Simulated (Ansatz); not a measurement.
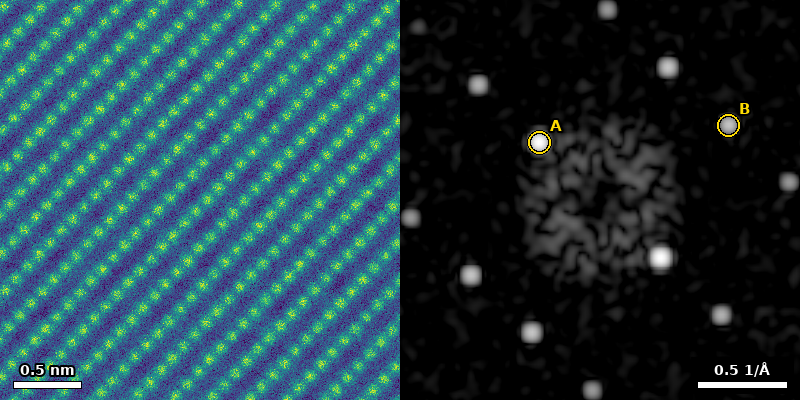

iDPC-like image of Ni (Fddd, No. 70) along [010]. Simulated as the projected potential of neutral atoms (B = 0.3 Å²) blurred by a 0.58 Å probe, the thin-sample limit of integrated differential phase contrast. The display is stretched by a gamma of 0.8; percentages refer to the linear signal. Shot noise and the speckle of an amorphous layer were added. Atomic positions: the geometry relaxed with DFT, RPBE, plane waves (420 eV) with PAW, scalar-relativistic (Ansatz); the starting structure was generated, so it need not be a known form of this composition.

The right panel is the modulus of the image's Fourier transform on a logarithmic scale.

a = 2.458 Å, b = 4.383 Å, c = 8.412 Å, α = 90.00°, β = 90.00°, γ = 90.00°

> Index the marked spots and give their plane spacings (the zone axis points at the viewer; indices equivalent by symmetry, or all signs reversed, are as good).

A: (0 0 -4), d = 2.10 Å; B: (202), d = 1.18 Å. A and B enclose 106°, and every spot obeys the zone law hu + kv + lw = 0 for [010].
